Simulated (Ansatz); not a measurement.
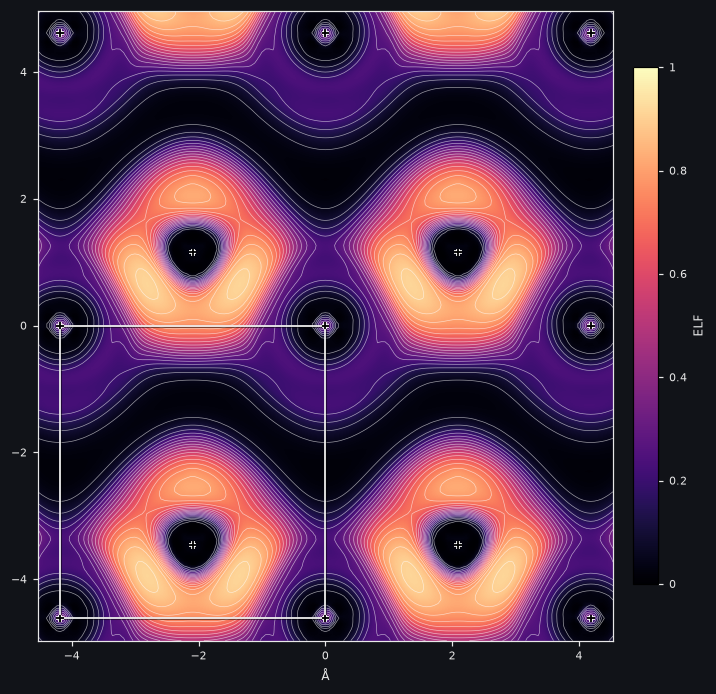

The electron localisation function on a plane through atoms (crosses mark nuclei in the plane).

Theory: DFT r2SCAN, scalar-relativistic, plane waves, PAW in Ansatz 0.2.0.

Candidates:
A. Al2Cu, a = 4.09 Å, b = 4.09 Å, c = 2.85 Å, α = 90.00°, β = 90.00°, γ = 90.00°. Space group P4/mmm; a structure from a database of computed crystals, not necessarily the ambient phase; computed without spin polarisation.
B. GaP, a = 4.19 Å, b = 4.19 Å, c = 4.62 Å, α = 90.00°, β = 90.00°, γ = 90.00°. Space group I-4m2.

> Which candidate gave the map?

Candidate B: GaP on the (010) plane of the conventional cell, which holds Ga and P. Ga–P (2.39 Å): the ELF peaks at about 0.90 in the valence shell of P, 0.9 Å from its nucleus, and is about 0.80 at the midpoint.
